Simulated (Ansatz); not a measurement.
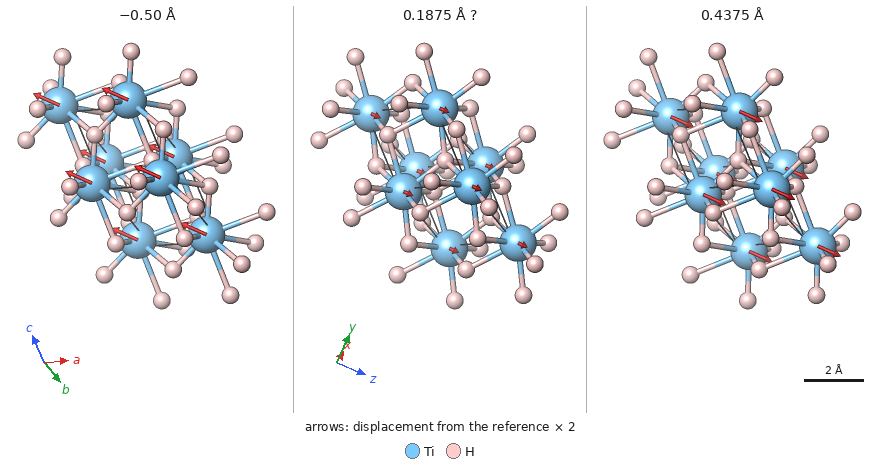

Crystalline TiH$_{2}$ (I4/mmm): the whole Ti sublattice is shifted rigidly, along Cartesian [0 0 1], all else fixed. The picture is a ball-and-stick view of the cell of the calculation, seen from a free direction. Red arrows: displacements from the reference.

Method: DFT PBEsol, scalar-relativistic, plane waves, PAW (Ansatz 0.2.0). Set-up: plane-wave cutoff 420 eV; k-point mesh 20 × 20 × 20; occupations gaussian; smearing width 0.15 eV; no spin polarisation. Energies (free energies at the smearing named) are counted from the cell as listed in its source, which wasn't relaxed.

| displacement (Å) | E − E(ref) (meV/cell) |
| --- | --- |
| −0.5000 | 1044 |
| −0.2500 | 280 |
| 0.0000 | 0 |
| 0.1250 | 71 |
| 0.1875 | ? |
| 0.3125 | 432 |
| 0.3750 | 612 |
| 0.4375 | 817 |

One row is withheld. What is its energy?

Answer. A straight line between the two neighbours gives 191 meV/cell. A cubic through the four nearest rows (0.0000, 0.1250, 0.3125, 0.3750) gives, with Lagrange weights, (−0.1000)(0) + (0.7500)(71) + (0.6000)(432) + (−0.2500)(612) = 159 meV/cell. The calculation gives 159 meV/cell, so the cubic is right to the digits shown and the straight line 32 meV/cell too high, as the curve bends upwards here.

The whole profile:

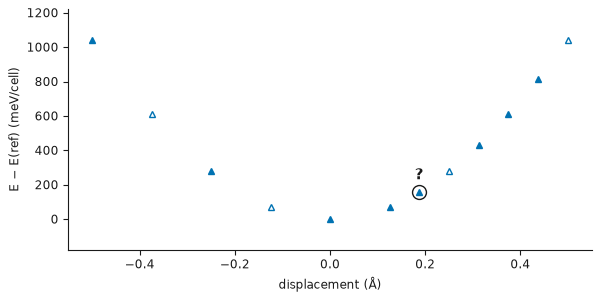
